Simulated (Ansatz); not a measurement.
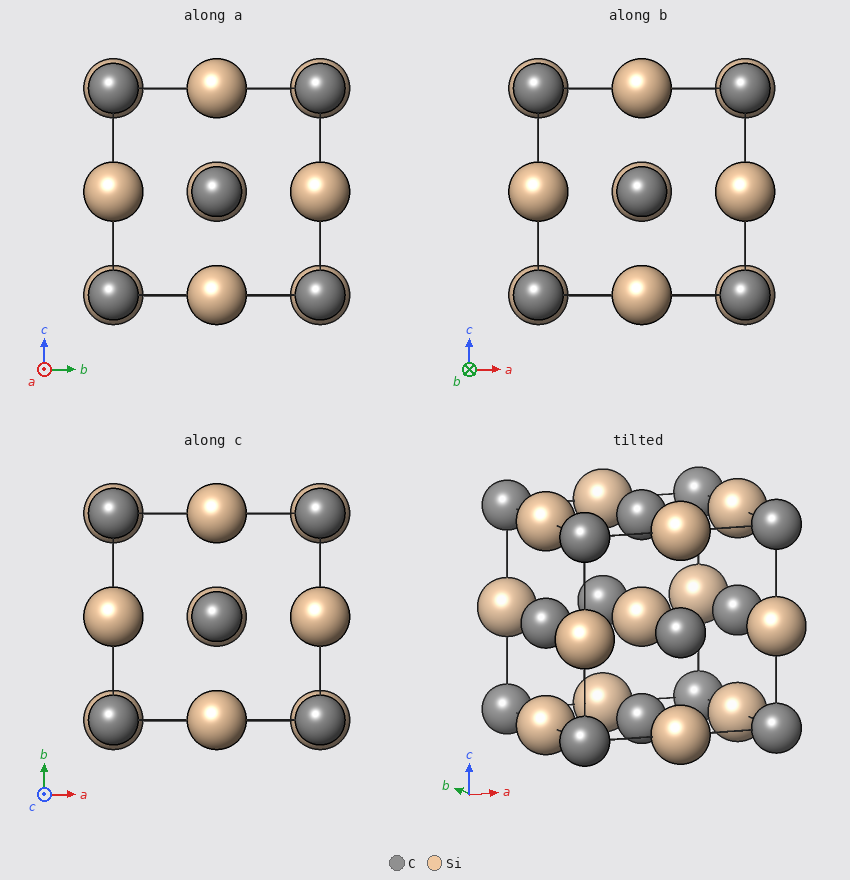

Structure drawing (spheres-only), viewed along the a axis, along the b axis, along the c axis and slightly off an axis. The box is the conventional unit cell; atoms on or close to its faces, edges and corners are drawn wherever they repeat.

Lattice parameters: a = 3.966 Å, b = 3.966 Å, c = 3.966 Å, α = 90.00°, β = 90.00°, γ = 90.00°. Put a along x and b in the xy plane.

Question: Transcribe the picture into a POSCAR file.

Answer:
```
C Si
1.0
     3.966    0.000    0.000
     0.000    3.966    0.000
     0.000    0.000    3.966
C Si
4 4
Direct
  0.0000 0.0000 0.0000
  0.0000 0.5000 0.5000
  0.5000 0.0000 0.5000
  0.5000 0.5000 0.0000
  0.5000 0.0000 0.0000
  0.5000 0.5000 0.5000
  0.0000 0.0000 0.5000
  0.0000 0.5000 0.0000
```

The initial geometry was a structure type filled with these elements by a generator (whether the compound takes this form wasn't checked). Earlier steps of the study may have refined or changed the cell and positions. It was run through Ansatz as a DFT input.

At this level of theory the cell isn't at rest (compressed, at 15 GPa), so its distances can differ from those at equilibrium, the more so the softer the solid.
